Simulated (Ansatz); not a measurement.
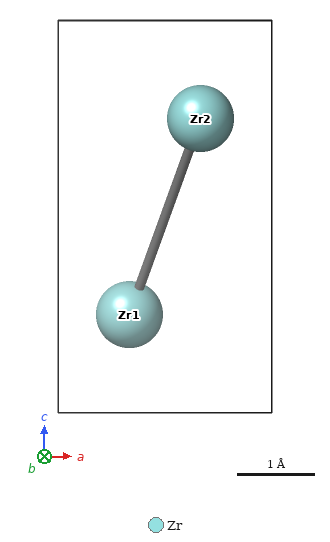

The starting structure (ball-and-stick view of the cell of the calculation, along the b axis; atoms are numbered from 1 in the order of the input).

Zr: geometry relaxation (part 1 of 2)

Zr (P6₃/mmc, 2 atoms in the cell), computed with DFT PBE+D3(BJ), scalar-relativistic, plane waves, PAW, no spin polarisation (Ansatz 0.2.0).

The structure derives from an entry of the Crystallography Open Database. Figures and captions count atoms from 1; the log counts them from 0 in places.

Log:
```
Engine: ansatz 0.2.0, aarch64-unknown-linux-gnu
Pseudopotentials: kind: paw
Pseudopotential: Zr, paw, valence charge 12, recommended cutoff 420 eV (normal), Zr.paw.azcp
Functional definition: PBE
  parameter kappa = 0.804
  parameter beta = 0.06672455060314922
  exchange = pbe_x(kappa = kappa, mu = beta*pi^2/3)
  correlation = pbe_c(beta = beta)
Crystal: 2 atoms, lattice volume = 46.562 Å³
Basis set: ecut = 420 eV, 929 PW (Γ), exchange–correlation on 48×48×72 points (8 copies of the dense FFT grid, shifted against one another)
Bands: 16, of which v1, the nominal top of the filled ones, is band 12 counted from 1 (11 counted from 0)
Symmetry: 24 space group operations
Space group: P63/mmc (ITA 194), of the structure as read, at distance tolerance 3.6e-5 Å
k-points: 185 of 2592
Non-local potential: Zr, projectors of the file, l = 0: 3, l = 1: 2, l = 2: 2, l = 3: 2
PAW form: soft (Blöchl's): semilocal exchange-correlation on the pseudo side does not see the compensation charge
PAW one-centre angular grid: Zr, 590 points (default); XC on 64 Gauss nodes
Initial density: superposition of atomic densities (neutral atoms: chi_scale 0, normalization atom), corrected by the library's trained network
Initial wavefunctions: pseudopotential atomic-orbital guess
Functional: x = pbe(κ = 0.804, μ = 0.2195149727645171), c = pbe(β = 0.06672455060314922)
SCF iter   1: F=—  HF=-8368.733386 eV  |F-HF|=—  |Δ(HF+E_count)|=         —  Δρ=3.12e-3  dr2=1.87e-3  ethr=1.77e-3  ⟨swp⟩=4.8  Hψ=12554  notcnv=0
preconditioner: auto → Kerker (q_TF=auto, 2.443 Å⁻¹)  [metal: Δε(μ)=0.022 eV  Ē_g=3.140 eV  σ=0.100 eV  W_gap=0.12  n_scr=10 (ndim 8)  ℏωp=15.4 eV  f_vac=0.000  D(μ)=2.00/eV (n_scr^D=22)]
SCF iter   2: F=—  HF=-8368.732614 eV  |F-HF|=—  |Δ(HF+E_count)|=   7.72e-4  Δρ=1.87e-3  dr2=7.23e-4  ethr=7.80e-6  ⟨swp⟩=2.8  Hψ=6480  notcnv=0
SCF iter   3: F=—  HF=-8368.732948 eV  |F-HF|=—  |Δ(HF+E_count)|=   3.34e-4  Δρ=2.88e-4  dr2=2.80e-5  ethr=3.01e-6  ⟨swp⟩=2.9  Hψ=5145  notcnv=0
SCF iter   4: F=—  HF=-8368.732939 eV  |F-HF|=—  |Δ(HF+E_count)|=   9.65e-6  Δρ=1.01e-4  dr2=3.88e-6  ethr=1.17e-7  ⟨swp⟩=2.7  Hψ=4879  notcnv=0
iter 5 did not close the SCF: its close was put off for the readings that it lacked (scf_convergence_deferred on its scf_iter line)
SCF iter   5: F=-8368.732939 eV  HF=-8368.732939 eV  |F-HF|=5.96e-9  |Δ(HF+E_count)|=   1.81e-7  Δρ=1.42e-5  dr2=6.19e-8  ethr=1.62e-8  ⟨swp⟩=3.0  Hψ=5235  notcnv=0
SCF iter   6: F=-8368.732939 eV  HF=-8368.732939 eV  |F-HF|=7.93e-10  |Δ(HF+E_count)|=   1.60e-8  Δρ=2.85e-6  dr2=2.81e-9  ethr=2.58e-10  ⟨swp⟩=5.0  Hψ=16151  notcnv=0
SCF 1 converged in 6 iterations: F = -8368.732939 eV  dr2 = 2.81e-9
  greatest PAW one-centre occupation: 0.996 electrons in one spin orbital (limit 2), on the Zr atom at site 1 (counted from 0), in its partial waves of l = 0
relax step   1: F+E_penalty+E_count = -8368.73293852 eV  Δ(F+E_penalty+E_count) = +0.000e0 eV  max|allowed force component| = 3.701e-17 eV/Å  Δτ_max = 0.0000 Å  P = -3.322 GPa  Ω = 46.562 Å³  (6 SCF iters, dr2 threshold 1.00e-7 eV, accepted)
Crystal: 2 atoms, lattice volume = 43.134 Å³
Basis set: ecut = 420 eV, 845 PW (Γ), exchange–correlation on 48×48×72 points (8 copies of the dense FFT grid, shifted against one another)
Initial density: handed on by an earlier stage of this run
Initial wavefunctions: those handed on with the density
iter 1 solved again at ethr=2.09e-6 eV; its pass at ethr=3.10e-3 eV (dr2=5.02e-4 eV) is discarded
SCF iter   1: F=—  HF=-8368.728126 eV  |F-HF|=—  |Δ(HF+E_count)|=         —  Δρ=1.40e-3  dr2=3.60e-4  ethr=2.09e-6  ⟨swp⟩=2.1  Hψ=21800  notcnv=0
preconditioner: auto → none  [metal: Δε(μ)=0.010 eV  Ē_g=3.350 eV  σ=0.100 eV  W_gap=0.06  n_scr=8 (ndim 8)  ℏωp=16.0 eV  f_vac=0.000  D(μ)=2.19/eV (n_scr^D=22)]
SCF iter   2: F=—  HF=-8368.728185 eV  |F-HF|=—  |Δ(HF+E_count)|=   5.90e-5  Δρ=5.71e-4  dr2=4.74e-5  ethr=1.50e-6  ⟨swp⟩=3.0  Hψ=5229  notcnv=0
SCF iter   3: F=—  HF=-8368.728236 eV  |F-HF|=—  |Δ(HF+E_count)|=   5.07e-5  Δρ=1.13e-4  dr2=1.85e-6  ethr=1.98e-7  ⟨swp⟩=2.9  Hψ=5120  notcnv=0
iter 4 did not close the SCF: its close was put off for the readings that it lacked (scf_convergence_deferred on its scf_iter line)
SCF iter   4: F=-8368.728239 eV  HF=-8368.728239 eV  |F-HF|=2.37e-9  |Δ(HF+E_count)|=   3.05e-6  Δρ=7.93e-6  dr2=8.01e-9  ethr=7.73e-9  ⟨swp⟩=2.0  Hψ=5140  notcnv=0
iter 5 did not close the SCF: its close was put off for the readings that it lacked (scf_convergence_deferred on its scf_iter line)
SCF iter   5: F=-8368.728239 eV  HF=-8368.728239 eV  |F-HF|=1.82e-12  |Δ(HF+E_count)|=   2.78e-9  Δρ=6.62e-7  dr2=8.71e-11  ethr=3.34e-11  ⟨swp⟩=2.8  Hψ=5274  notcnv=0
SCF iter   6: F=-8368.728239 eV  HF=-8368.728239 eV  |F-HF|=3.64e-12  |Δ(HF+E_count)|=  1.64e-11  Δρ=1.37e-7  dr2=3.73e-12  ethr=1.00e-12  ⟨swp⟩=4.1  Hψ=13341  notcnv=0
SCF 2 converged in 6 iterations: F = -8368.728239 eV  dr2 = 3.73e-12
relax step   2: F+E_penalty+E_count = -8368.72823918 eV  Δ(F+E_penalty+E_count) = +4.699e-3 eV  max|allowed force component| = 6.476e-17 eV/Å  Δτ_max = 0.0000 Å  P = +4.236 GPa  Ω = 43.134 Å³  energy of the carried Pulay correction = +4.018e-4 eV  (6 SCF iters, dr2 threshold 2.00e-7 eV, rejected (line search))
Crystal: 2 atoms, lattice volume = 44.977 Å³
Basis set: ecut = 420 eV, 881 PW (Γ), exchange–correlation on 48×48×72 points (8 copies of the dense FFT grid, shifted against one another)
iter 1 solved again at ethr=4.78e-7 eV; its pass at ethr=3.10e-3 eV (dr2=1.15e-4 eV) is discarded
SCF iter   1: F=—  HF=-8368.750868 eV  |F-HF|=—  |Δ(HF+E_count)|=         —  Δρ=7.94e-4  dr2=1.29e-4  ethr=4.78e-7  ⟨swp⟩=2.5  Hψ=21498  notcnv=0
preconditioner: auto → none  [metal: Δε(μ)=0.013 eV  Ē_g=3.232 eV  σ=0.100 eV  W_gap=0.07  n_scr=8 (ndim 8)  ℏωp=15.7 eV  f_vac=0.000  D(μ)=2.13/eV (n_scr^D=22)]
SCF iter   2: F=—  HF=-8368.750884 eV  |F-HF|=—  |Δ(HF+E_count)|=   1.58e-5  Δρ=3.14e-4  dr2=1.52e-5  ethr=4.78e-7  ⟨swp⟩=2.4  Hψ=5067  notcnv=0
SCF iter   3: F=—  HF=-8368.750896 eV  |F-HF|=—  |Δ(HF+E_count)|=   1.23e-5  Δρ=6.97e-5  dr2=7.65e-7  ethr=6.35e-8  ⟨swp⟩=2.7  Hψ=5163  notcnv=0
SCF iter   4: F=—  HF=-8368.750897 eV  |F-HF|=—  |Δ(HF+E_count)|=   1.58e-6  Δρ=4.50e-6  dr2=2.84e-9  ethr=3.19e-9  ⟨swp⟩=2.0  Hψ=5109  notcnv=0
SCF iter   5: F=—  HF=-8368.750897 eV  |F-HF|=—  |Δ(HF+E_count)|=   1.03e-9  Δρ=5.36e-7  dr2=8.01e-11  ethr=1.18e-11  ⟨swp⟩=2.8  Hψ=5301  notcnv=0
SCF iter   6: F=-8368.750897 eV  HF=-8368.750897 eV  |F-HF|=0.00e0  |Δ(HF+E_count)|=  3.64e-12  Δρ=9.78e-8  dr2=1.80e-12  ethr=1.00e-12  ⟨swp⟩=5.0  Hψ=12729  notcnv=0
SCF 3 converged in 6 iterations: F = -8368.750897 eV  dr2 = 1.80e-12
relax step   3: F+E_penalty+E_count = -8368.75089741 eV  Δ(F+E_penalty+E_count) = -1.796e-2 eV  max|allowed force component| = 2.776e-17 eV/Å  Δτ_max = 0.0000 Å  P = -0.138 GPa  Ω = 44.977 Å³  energy of the carried Pulay correction = +1.814e-4 eV  (6 SCF iters, accepted)
Crystal: 2 atoms, lattice volume = 44.904 Å³
Basis set: ecut = 420 eV, 857 PW (Γ), exchange–correlation on 48×48×72 points (8 copies of the dense FFT grid, shifted against one another)
iter 1 solved again at ethr=3.02e-9 eV; its pass at ethr=3.10e-3 eV (dr2=7.26e-7 eV) is discarded
SCF iter   1: F=—  HF=-8368.750973 eV  |F-HF|=—  |Δ(HF+E_count)|=         —  Δρ=6.09e-5  dr2=8.21e-7  ethr=3.02e-9  ⟨swp⟩=3.0  Hψ=19927  notcnv=0
preconditioner: auto → none  [metal: Δε(μ)=0.004 eV  Ē_g=3.237 eV  σ=0.100 eV  W_gap=0.02  n_scr=8 (ndim 8)  ℏωp=15.7 eV  f_vac=0.000  D(μ)=2.13/eV (n_scr^D=22)]
SCF iter   2: F=—  HF=-8368.750966 eV  |F-HF|=—  |Δ(HF+E_count)|=   6.56e-6  Δρ=2.78e-5  dr2=1.29e-7  ethr=3.02e-9  ⟨swp⟩=1.7  Hψ=3450  notcnv=0
iter 3 did not close the SCF: its close was put off for the readings that it lacked (scf_convergence_deferred on its scf_iter line)
SCF iter   3: F=-8368.750966 eV  HF=-8368.750966 eV  |F-HF|=1.44e-9  |Δ(HF+E_count)|=   2.68e-8  Δρ=3.89e-6  dr2=2.01e-9  ethr=5.38e-10  ⟨swp⟩=1.8  Hψ=3530  notcnv=0
iter 4 did not close the SCF: its close was put off for the readings that it lacked (scf_convergence_deferred on its scf_iter line)
SCF iter   4: F=-8368.750966 eV  HF=-8368.750966 eV  |F-HF|=3.46e-11  |Δ(HF+E_count)|=   1.52e-9  Δρ=5.14e-7  dr2=4.52e-11  ethr=8.38e-12  ⟨swp⟩=2.9  Hψ=5206  notcnv=0
iter 5 did not close the SCF: its close was put off for the readings that it lacked (scf_convergence_deferred on its scf_iter line)
SCF iter   5: F=-8368.750966 eV  HF=-8368.750966 eV  |F-HF|=1.82e-12  |Δ(HF+E_count)|=  4.00e-11  Δρ=5.92e-8  dr2=1.02e-12  ethr=1.00e-12  ⟨swp⟩=1.0  Hψ=2960  notcnv=0
SCF iter   6: F=-8368.750966 eV  HF=-8368.750966 eV  |F-HF|=3.64e-12  |Δ(HF+E_count)|=  1.82e-12  Δρ=9.38e-9  dr2=1.89e-14  ethr=1.00e-12  ⟨swp⟩=3.5  Hψ=11256  notcnv=0
SCF 4 converged in 6 iterations: F = -8368.750966 eV  dr2 = 1.89e-14
relax step   4: F+E_penalty+E_count = -8368.75096640 eV  Δ(F+E_penalty+E_count) = -6.899e-5 eV  max|allowed force component| = 4.163e-17 eV/Å  Δτ_max = 0.0000 Å  P = +0.014 GPa  Ω = 44.904 Å³  energy of the carried Pulay correction = +1.897e-4 eV  (6 SCF iters, dr2 threshold 1.00e-7 eV, accepted)
Crystal: 2 atoms, lattice volume = 44.907 Å³
iter 1 solved again at ethr=7.18e-10 eV; its pass at ethr=3.10e-3 eV (dr2=1.72e-7 eV) is discarded
SCF iter   1: F=—  HF=-8368.750978 eV  |F-HF|=—  |Δ(HF+E_count)|=         —  Δρ=2.97e-5  dr2=2.43e-7  ethr=7.18e-10  ⟨swp⟩=3.0  Hψ=19826  notcnv=0
preconditioner: auto → none  [metal: Δε(μ)=0.005 eV  Ē_g=3.237 eV  σ=0.100 eV  W_gap=0.03  n_scr=8 (ndim 8)  ℏωp=15.7 eV  f_vac=0.000  D(μ)=2.14/eV (n_scr^D=22)]
SCF iter   2: F=—  HF=-8368.750972 eV  |F-HF|=—  |Δ(HF+E_count)|=   6.43e-6  Δρ=1.37e-5  dr2=3.30e-8  ethr=7.18e-10  ⟨swp⟩=2.3  Hψ=3886  notcnv=0
iter 3 did not close the SCF: its close was put off for the readings that it lacked (scf_convergence_deferred on its scf_iter line)
SCF iter   3: F=-8368.750972 eV  HF=-8368.750972 eV  |F-HF|=3.06e-10  |Δ(HF+E_count)|=  3.20e-10  Δρ=2.09e-6  dr2=5.69e-10  ethr=1.38e-10  ⟨swp⟩=1.8  Hψ=3481  notcnv=0
iter 4 did not close the SCF: its close was put off for the readings that it lacked (scf_convergence_deferred on its scf_iter line)
SCF iter   4: F=-8368.750972 eV  HF=-8368.750972 eV  |F-HF|=9.09e-12  |Δ(HF+E_count)|=  3.18e-10  Δρ=2.58e-7  dr2=1.06e-11  ethr=2.37e-12  ⟨swp⟩=2.1  Hψ=3767  notcnv=0
iter 5 did not close the SCF: its close was put off for the readings that it lacked (scf_convergence_deferred on its scf_iter line)
SCF iter   5: F=-8368.750972 eV  HF=-8368.750972 eV  |F-HF|=0.00e0  |Δ(HF+E_count)|=  1.09e-11  Δρ=3.12e-8  dr2=2.33e-13  ethr=1.00e-12  ⟨swp⟩=1.0  Hψ=2960  notcnv=0
iter 6 did not close the SCF: its close was put off for the readings that it lacked (scf_convergence_deferred on its scf_iter line)
SCF iter   6: F=-8368.750972 eV  HF=-8368.750972 eV  |F-HF|=1.82e-12  |Δ(HF+E_count)|=  1.82e-12  Δρ=5.82e-9  dr2=1.46e-14  ethr=1.00e-12  ⟨swp⟩=1.0  Hψ=2960  notcnv=0
SCF iter   7: F=-8368.750972 eV  HF=-8368.750972 eV  |F-HF|=0.00e0  |Δ(HF+E_count)|=  1.82e-12  Δρ=8.14e-10  dr2=5.50e-17  ethr=1.00e-12  ⟨swp⟩=2.7  Hψ=9243  notcnv=0
SCF 5 converged in 7 iterations: F = -8368.750972 eV  dr2 = 5.50e-17
relax step   5: F+E_penalty+E_count = -8368.75097172 eV  Δ(F+E_penalty+E_count) = -5.322e-6 eV  max|allowed force component| = 1.850e-17 eV/Å  Δτ_max = 0.0000 Å  P = +0.002 GPa  Ω = 44.907 Å³  energy of the carried Pulay correction = +1.892e-4 eV  (7 SCF iters, accepted)
Initial wavefunctions: pseudopotential atomic-orbital guess (no wavefunctions were taken with the density)
iter 1 solved again at ethr=6.29e-8 eV; its pass at ethr=3.10e-3 eV (dr2=1.51e-5 eV) is discarded
SCF iter   1: F=—  HF=-8368.750804 eV  |F-HF|=—  |Δ(HF+E_count)|=         —  Δρ=3.59e-5  dr2=6.48e-8  ethr=6.29e-8  ⟨swp⟩=3.7  Hψ=22202  notcnv=0
SCF iter   2: F=—  HF=-8368.750798 eV  |F-HF|=—  |Δ(HF+E_count)|=   6.23e-6  Δρ=1.77e-5  dr2=1.44e-8  ethr=2.70e-10  ⟨swp⟩=2.2  Hψ=5131  notcnv=0
SCF iter   3: F=—  HF=-8368.750798 eV  |F-HF|=—  |Δ(HF+E_count)|=   3.66e-8  Δρ=1.10e-6  dr2=1.16e-10  ethr=6.00e-11  ⟨swp⟩=3.0  Hψ=5297  notcnv=0
iter 4 did not close the SCF: its close was put off for the readings that it lacked (scf_convergence_deferred on its scf_iter line)
SCF iter   4: F=-8368.750798 eV  HF=-8368.750798 eV  |F-HF|=7.28e-12  |Δ(HF+E_count)|=  2.02e-10  Δρ=2.41e-7  dr2=5.79e-12  ethr=1.00e-12  ⟨swp⟩=3.0  Hψ=5298  notcnv=0
iter 5 did not close the SCF: its close was put off for the readings that it lacked (scf_convergence_deferred on its scf_iter line)
SCF iter   5: F=-8368.750798 eV  HF=-8368.750798 eV  |F-HF|=1.82e-12  |Δ(HF+E_count)|=  7.28e-12  Δρ=2.66e-8  dr2=6.32e-14  ethr=1.00e-12  ⟨swp⟩=1.0  Hψ=2960  notcnv=0
iter 6 did not close the SCF: its close was put off for the readings that it lacked (scf_convergence_deferred on its scf_iter line)
SCF iter   6: F=-8368.750798 eV  HF=-8368.750798 eV  |F-HF|=1.82e-12  |Δ(HF+E_count)|=  1.82e-12  Δρ=2.06e-9  dr2=6.30e-16  ethr=1.00e-12  ⟨swp⟩=1.0  Hψ=2960  notcnv=0
iter 7 did not close the SCF: its close was put off for the readings that it lacked (scf_convergence_deferred on its scf_iter line)
SCF iter   7: F=-8368.750798 eV  HF=-8368.750798 eV  |F-HF|=1.82e-12  |Δ(HF+E_count)|=    0.00e0  Δρ=4.38e-10  dr2=4.62e-17  ethr=1.00e-12  ⟨swp⟩=1.0  Hψ=2960  notcnv=0
SCF iter   8: F=-8368.750798 eV  HF=-8368.750798 eV  |F-HF|=0.00e0  |Δ(HF+E_count)|=  1.82e-12  Δρ=3.81e-11  dr2=2.99e-19  ethr=1.00e-12  ⟨swp⟩=2.0  Hψ=7517  notcnv=0
SCF 6 converged in 8 iterations: F = -8368.750798 eV  dr2 = 2.99e-19
relax step   6: F+E_penalty+E_count = -8368.75079790 eV  Δ(F+E_penalty+E_count) = +1.738e-4 eV  max|allowed force component| = 4.626e-18 eV/Å  Δτ_max = 0.0000 Å  P = -0.001 GPa  Ω = 44.907 Å³  stress off target by 3.16e-3 GPa  SCF on the basis re-selected at this cell (its energy is not comparable with the rows above)  (8 SCF iters)
```
